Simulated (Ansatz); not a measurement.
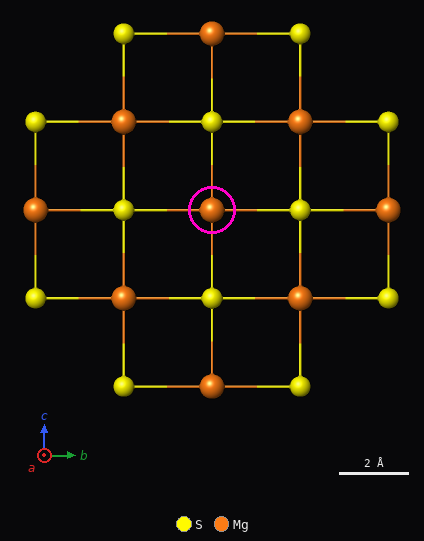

Perfect MgS. A ball-and-stick model of the atoms within 6.0 Å of one point, in a slice 3.4 Å thick across the line of sight, seen along the a axis.

All numbers below come from DFT, PBEsol, PAW, plane waves (Ansatz 0.2.0). Set-up: plane-wave cutoff 420 eV; k-point mesh 1 × 1 × 1; mesh shifted by (0.25, 0.25, 0.25); no spin polarisation. Fermi-Dirac smearing of 0.01 eV. A uniform background neutralises the charged cell. The axes drawn are those of the host's conventional cell.

A magnesium atom is taken out (a vacancy) at the ringed place, in charge state −2. The supercell has 64 sites, and the atoms are relaxed at the host's cell.

Q: How do the neighbours respond?

A: Around the empty Mg site the host had 6 S at 2.59 Å; after relaxation the nearest atoms are 6 S at 2.69 to 2.70 Å. Of the host's atoms, a sulfur atom moves furthest from its site, by 0.10 Å.

The relaxed defect, seen from the same direction:

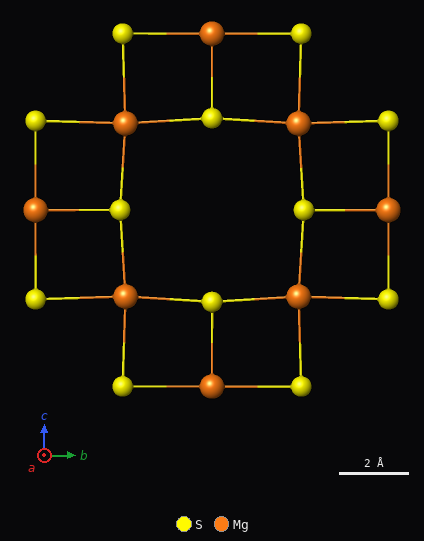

Limits of the set-up: the cell is charged, on a uniform background, and energies carry no finite-size correction.
